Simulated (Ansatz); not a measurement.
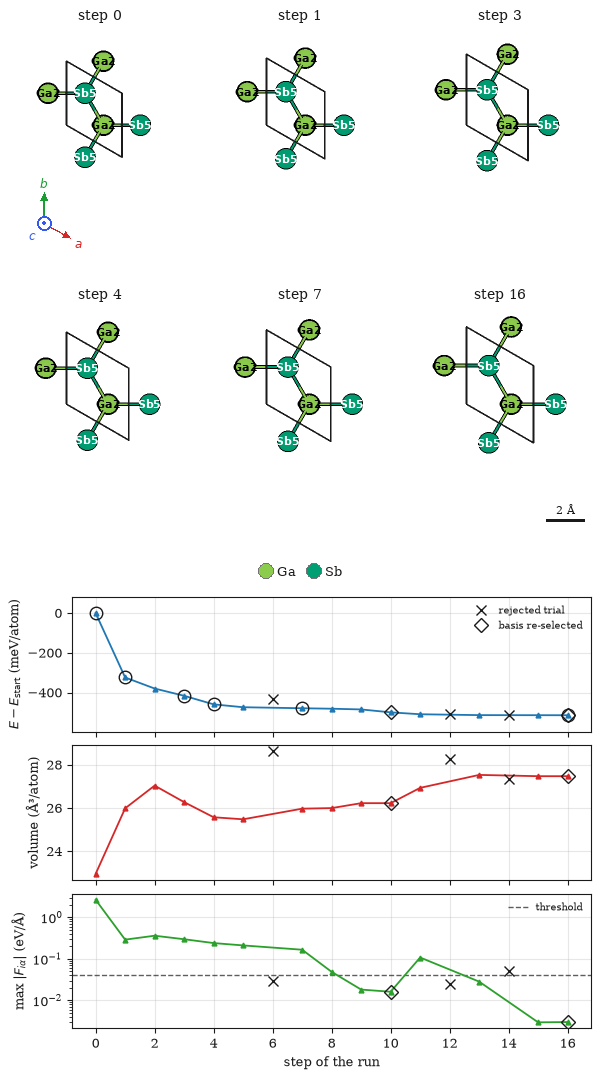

Frames of a relaxation of a crystal of GaSb₂ (built on the 2H molybdenite_194 type) (coarse preliminary run), marked on the history of the run. The picture is a ball-and-stick view of the cell of the calculation, seen along the c axis.

Case: 2H molybdenite type (P6_3/mmc, No. 194).

Level of theory: Ansatz 0.2.0, DFT PBE, scalar-relativistic, plane waves, PAW.

Input
```yaml
crystal:
  lattice:
    - [3.4450227159, 0.0, 0.0]
    - [-1.722511358, 2.9834771886, 0.0]
    - [0.0, 0.0, 13.3997256663]
  atoms:
    - { symbol: Ga, position: [0.3333333333, 0.6666666667, 0.25] }
    - { symbol: Ga, position: [0.6666666667, 0.3333333333, 0.75] }
    - { symbol: Sb, position: [0.3333333333, 0.6666666667, 0.6275] }
    - { symbol: Sb, position: [0.6666666667, 0.3333333333, 0.1275] }
    - { symbol: Sb, position: [0.3333333333, 0.6666666667, 0.8725] }
    - { symbol: Sb, position: [0.6666666667, 0.3333333333, 0.3725] }
basis:
  ecutwfc: 420
kpoints:
  mp_grid: { grid: [6, 6, 2] }
hamiltonian:
  xc: pbe
scf:
  occupations: { method: gaussian, width: 0.1 }
  lower_state_search: "off"
output:
  forces: true
  stress: true
  eigenvalues: true
relax:
  adjacent_minimum: "off"
  f_tol: 0.04
  max_steps: 70
  cell: { stress_tol: 0.4 }
```

Command:
```bash
ansatz run input.yaml --threads 1 --pin off --max-ram 2560MiB --backend cpu --events-out ev --progress --plain --runs-dir out
```

### What happens along the run?

The largest moves relative to the cell, 0.41 Å, are those of Sb3, Sb4, Sb5 and Sb6. Sb3 goes along −c. Ga stays in place. The drawn cell changes as follows: a = b 3.445 → 4.160 Å (+20.7 %), c 13.400 → 11.000 Å (−17.9 %); the volume changes by +19.7 %. Near-neighbour distances that change, for instance: Sb3–Sb6 3.954 → 3.115 Å, Ga1–Sb4 2.579 → 2.976 Å. New bonds form: Sb3–Sb6 (3.95 → 3.11 Å), Sb4–Sb5 (3.95 → 3.11 Å). Among the angles between lasting bonds that change: Sb3–Ga2–Sb5 79.1° → 72.4°, Ga2–Sb5–Ga2 83.8° → 88.7°, Sb3–Ga2–Sb3 83.8° → 88.7°. The space group stays P6_3/mmc (No. 194). The energy falls by 514 meV per atom in 11 accepted moves (16 points after the start). The largest force component goes from 2.7 to 0.003 eV/Å. Pressure: 20.67 GPa at the start and −0.04 GPa at the end. The line search rejected the trial steps at points 6, 12, 14 of the run. The SCF was repeated twice at an unchanged geometry on a basis and grid sized afresh for the cell, which shifted the energy by 14.6 meV per atom at most. The run took 100 s on 1 thread of Intel(R) Xeon(R) Platinum 8375C CPU @ 2.90GHz (Ice Lake) (shared host), peak memory 0.52 GiB. From step 0 to 1: Sb atoms move most (0.14 Å), volume +13.2 %, energy −324 meV per atom. From step 1 to 3: Sb atoms move most (0.10 Å), volume +1.1 %, energy −92.2 meV per atom. From step 3 to 4: Sb atoms move most (0.07 Å), volume −2.7 %, energy −43.0 meV per atom. From step 4 to 7: Sb atoms move most (0.06 Å), volume +1.6 %, energy −19.6 meV per atom. From step 7 to 16: Sb atoms move most (0.08 Å), volume +5.8 %, energy −35.2 meV per atom.
